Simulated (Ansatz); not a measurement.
**WS2: density, localisation and related maps**

The calculation's input:

```
crystal:
  lattice:
    - [4.3765434269, 0.0, 0.0]
    - [-2.1882717134, 3.7901977885, 0.0]
    - [0.0, 0.0, 4.9583171515]
  atoms:
    - { symbol: W, position: [0.0, 0.0, 0.5], spin: 1.51 }
    - { symbol: S, position: [0.3333333333, 0.6666666667, 0.5] }
    - { symbol: S, position: [0.6666666667, 0.3333333333, 0.5] }
basis:
  ecutwfc: 420
kpoints:
  mp_grid: { grid: [12, 12, 10] }
hamiltonian:
  xc: pbe
scf:
  occupations: { method: gaussian, width: 0.1 }
output:
  forces: true
  stress: true
  eigenvalues: true
  populations: true
  write_density: true
  write_potential: true
  elf: true
  volumetric_format: npy
magnetization:
  spin_polarized: true
relax:
  adjacent_minimum: "off"
  f_tol: 0.01
  max_steps: 80
  cell: { stress_tol: 0.05 }
```

Launched as:

```sh
ansatz run input.yaml --threads 1 --pin off --max-ram 2560MiB --backend cpu --events-out ev --progress --plain --runs-dir out
```

Below, planes, directions and counts refer to the conventional cell (a = 4.35 Å, b = 4.35 Å, c = 2.97 Å, α = 90.00°, β = 90.00°, γ = 120.00°).

The fields are those of the relaxed geometry.

Space group P6/mmm; a structure generated by program, which may or may not match a known phase; the program warned that a starting moment wasn't kept; spin-polarised, but the moments vanished.

All numbers below come from DFT PBE, scalar-relativistic, plane waves, PAW in Ansatz 0.2.0.

The density is the valence pseudo-density of a PAW calculation; it isn't the true density close to the nuclei.

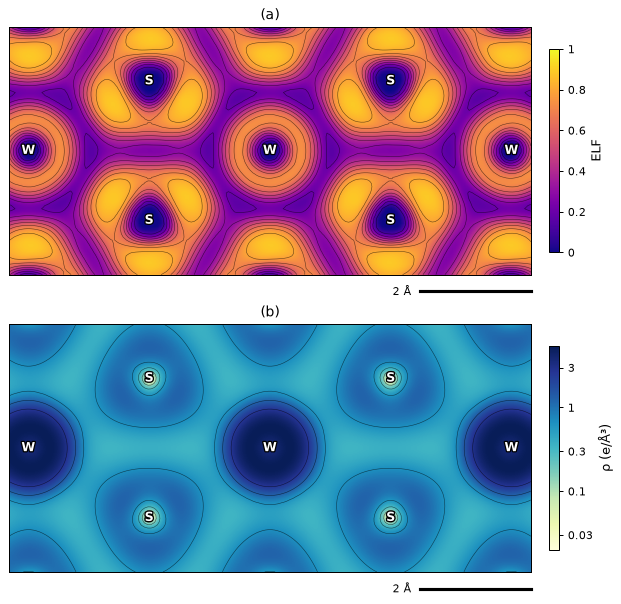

Figure 1. (a) electron localisation function; (b) valence electron density on the (001) plane of the conventional cell.

Read the bonding off the picture.

- Atoms in the plane: W and S.
- W–S (2.51 Å): ρ at the midpoint is about 0.51 e/Å³; the ELF peaks at about 0.90 in the valence shell of S, 0.8 Å from its nucleus, and is about 0.45 at the midpoint.
- Between the atoms the lowest density in this plane is 0.34 e/Å³.
- The features right at W lie inside the PAW spheres, where the map follows smoothed inner orbitals and isn't to be read closely.

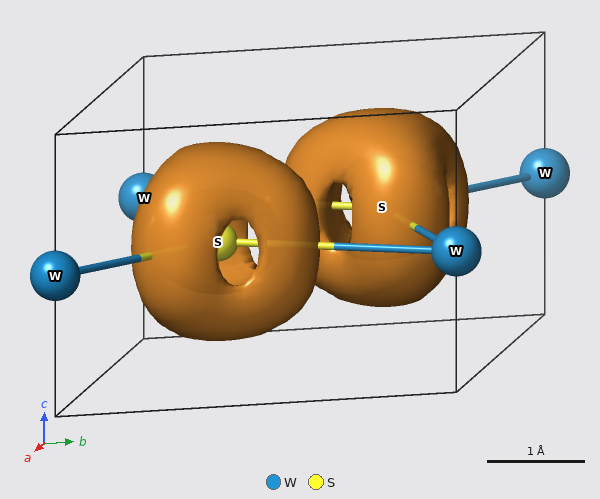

Figure 2. Isosurface of the ELF at 0.75 (orange), seen slightly off an axis. Core shells and regions of very low density are left out. Sticks mark near contacts.

Where are the electrons localised?

The ELF exceeds this value in two regions wrapped around S (the valence shell of each), counted in one cell of 3 atoms. Regions shared between cells count once.


 W–W (2.97 Å): the ELF is about 0.50 at the midpoint.

Does the calculation make it a metal, or give it a gap?

It is gapless in this calculation (a metal or semimetal); semilocal functionals without U, or without the true magnetic order, often close the gap of such compounds.
